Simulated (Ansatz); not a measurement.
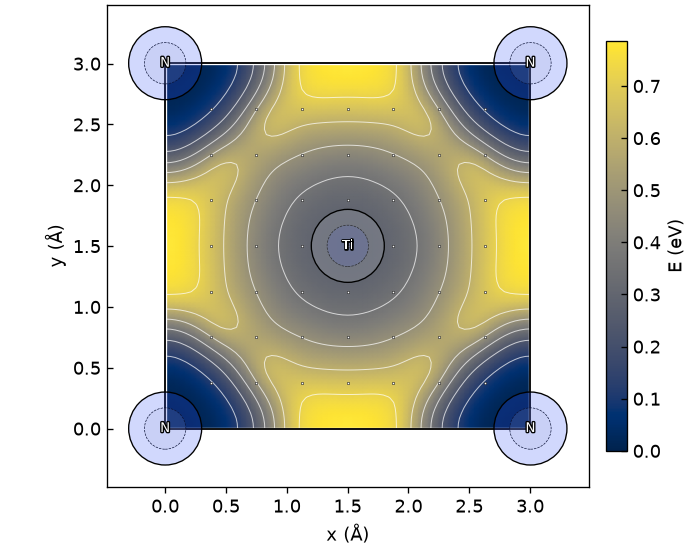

Energy landscape of H on a TiN(100) slab cut from the Fm-3m phase, its upper half relaxed before the scan (6 atoms of substrate and one adsorbate in a 1 × 1 cell). H is moved over the surface cell; relaxed at each place: the height of the adsorbate's atoms; substrate rigid; the origin of the map has the adsorbate above N6. Places are given modulo a cell vector. The map is drawn in real space over the plane of the surface. The scan uses an 8 × 8 grid; 15 points were computed and 49 follow by symmetry. Energies: eV, counted from the lowest grid point. With one adsorbate in each 1 × 1 cell, its nearest image is 3.0 Å away, so neighbouring adsorbates interact. Level of theory: DFT PBE, scalar-relativistic, plane waves, PAW in Ansatz. Settings: cutoff 420 eV, k-mesh 9×9×1, gaussian smearing 0.1 eV, no spin polarisation.

In the figure: a smooth colour map with a few white contour lines, dots at the grid points, labelled circles for the atoms of the top layer and small ones for the second layer, the outline of one cell of the plane. Between grid points the surface is interpolated. 

> Where are the wells?

The lowest grid point is at the top site over a surface N atom, (0/8, 0/8) of the cell vectors. A higher local minimum lies near the top site over a surface Ti atom, (4/8, 4/8) of the cell vectors (0.28 eV above the lowest at that grid point). The highest grid point, a fourfold hollow (N–N–Ti–Ti), (0/8, 4/8) of the cell vectors, lies 0.79 eV above the lowest. On the interpolated surface the easiest way out of the lowest well to the well at the top site over a surface Ti atom, (4/8, 4/8) of the cell vectors passes a barrier of about 0.57 eV. At the lowest point the adsorbate has 1 N at 1.06 Å as nearest neighbours, at the highest 2 N at 1.98 Å. Its relaxed height above the top atom is 1.06 Å at the lowest and 1.30 Å at the highest point.

Each point was launched as `ansatz run input.yaml --threads 2 --pin off --max-ram 6144MiB --backend cpu --events-out ev --progress --plain --runs-dir out`. The whole map (15 points run) took 17 min on 2 threads of Arm Neoverse N1 (shared host).

PAW datasets: the set soft_1.
